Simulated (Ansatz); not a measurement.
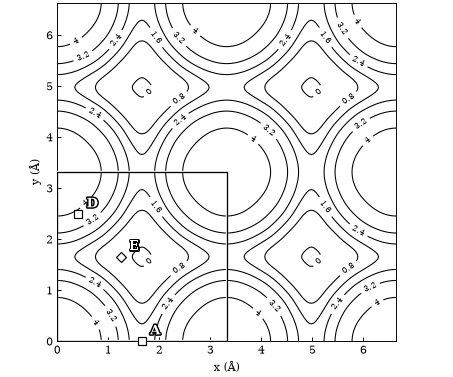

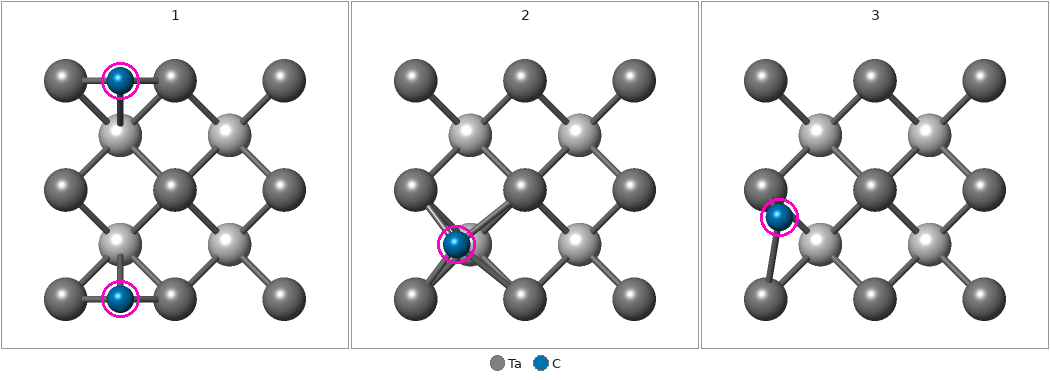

C on a Ta(100) slab cut from the Im-3m phase, its upper half relaxed before the scan (16 atoms of substrate and one adsorbate in a 2 × 2 cell). C is moved over the surface cell; relaxed at each place: the height of the adsorbate's atoms; substrate rigid; the origin of the map has the adsorbate above Ta13. Places are given modulo a cell vector. The map is drawn in real space over the plane of the surface. Grid: 8 × 8 points; 15 points were computed and 49 follow by symmetry. Places are given in fractions of the 1 × 1 surface cell. Energies: eV, counted from the lowest grid point. Theory: DFT PBE, scalar-relativistic, plane waves, PAW (Ansatz). Settings: cutoff 420 eV, k-mesh 4×4×1, gaussian smearing 0.1 eV, no spin polarisation.

In the figure: contour lines labelled in eV, the outline of one cell of the 2 × 2 shown, lettered points. Between grid points the surface is interpolated. The numbered pictures are the structures at these points, in random order. Rings mark the moved atoms.

Q: Which structure belongs to which point?

A: A is structure 1: a bridge site between two Ta atoms, (4/8, 0/8) of the cell vectors, 1.85 eV; D is structure 3: (1/8, 6/8) of the cell vectors [nearest 1 Ta at 1.86 Å], 3.85 eV; E is structure 2: (3/8, 4/8) of the cell vectors [nearest 3 Ta at 2.17 Å], 0.047 eV.

PAW datasets: the set soft_1.
